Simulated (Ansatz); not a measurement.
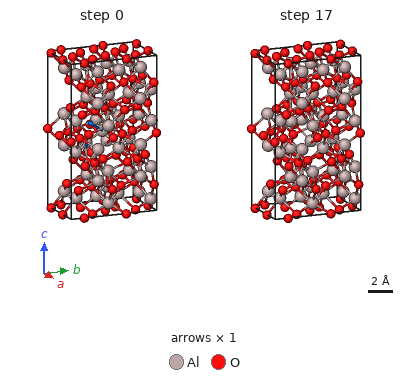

The structure of a defect cell of composition Al49O71 (cell charge +2) before (left) and after (right) a relaxation, at one scale. The blue arrows give the displacements, at their true length.

A ball-and-stick model of the cell of the calculation (origin shifted), seen slightly off an axis.

Computed with Ansatz, DFT, PBEsol, PAW, plane waves. Settings: plane-wave cutoff 420 eV; k-point mesh 1 × 1 × 1; mesh shifted by (0.25, 0.25, 0.25); collinear spin; atoms relaxed in a fixed cell; force threshold 0.03 eV/Å; at most 80 steps.

**Summarise the run.**

After 17 geometry steps the energy has fallen by 15.201 eV per cell of the calculation. The largest force component goes from 15 to 0.019 eV/Å. The largest move is that of an Al atom, 1.80 Å roughly along [0 −2 1]. By element the largest moves are Al 1.80 Å, O 0.22 Å. The cell stays as it was. Near-neighbour distances that change, for instance: Al–O 4.003 → 1.991 Å, Al–Al 2.007 → 3.551 Å, Al–Al 3.390 → 2.383 Å, Al–O 2.919 → 1.980 Å. New bonds form, among them: Al–O (2.67 → 1.90 Å), Al–O (4.00 → 1.99 Å). Bond angles that change, for instance: Al–O–Al 93.8° → 82.8°, Al–O–Al 134.9° → 124.3°, Al–O–Al 93.5° → 84.1°.

Limits of the set-up: the cell is charged, on a uniform background, and energies carry no finite-size correction.
